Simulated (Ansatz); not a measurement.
System: ZnSe, space group P4/nmm (No. 129).

The given structure:
```yaml
crystal:
  lattice:
    - [4.10770, 0.00000, 0.00000]
    - [0.00000, 4.10770, 0.00000]
    - [0.00000, 0.00000, 6.07035]
  atoms:
    - { symbol: Zn, position: [0.00000, 0.00000, 0.00000] }
    - { symbol: Zn, position: [0.50000, 0.50000, 0.00000] }
    - { symbol: Se, position: [0.00000, 0.50000, 0.24628] }
    - { symbol: Se, position: [0.50000, 0.00000, 0.75372] }
```

Calculation (Ansatz 0.2.0): homogeneous strain of a crystal along one Voigt pattern with engineering shear, fractional coordinates fixed, by plane-wave density functional theory with PAW datasets, free energies less that of the undisturbed cell; scalar-relativistic. Level: PBEsol, no spin polarisation.

wave cutoff 420 eV; k mesh 8×8×6; occupations Gaussian; smearing width 0.05 eV; k shift (0, 0, 0) (mesh steps); start as given; strain pattern (1, -1, 0, 0, 0, 0) (xx yy zz yz xz xy with engineering shear).

Describe the result: the energy change and tensile stress summed over the strain pattern against strain. The strain takes the values −0.04, −0.02, 0.00, 0.01, 0.03.

The energy rises on both sides of the starting structure, which is therefore a minimum along this path. The energy change is 16.15 meV/atom at strain −0.04 and 9.02 meV/atom at 0.03; the lowest computed point is at strain 0.00 (0.00 meV/atom). The tensile stress summed over the strain pattern rises from −5.323 GPa at strain −0.04 to 3.959 GPa at 0.03, and changes sign near 0.00.

```
strain  energy change (meV/atom)  tensile stress summed over the strain pattern (GPa)
 -0.04                     16.15                                               -5.323
 -0.02                      3.99                                               -2.623
  0.00                      0.00                                                0.000
  0.01                      0.99                                                1.307
  0.03                      9.02                                                3.959
```

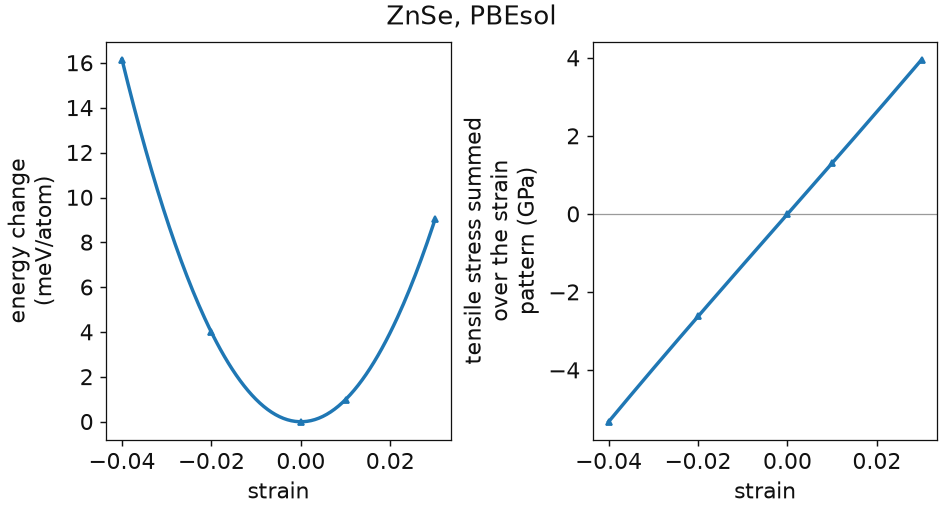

Keep in mind: reference crystal is not relaxed.
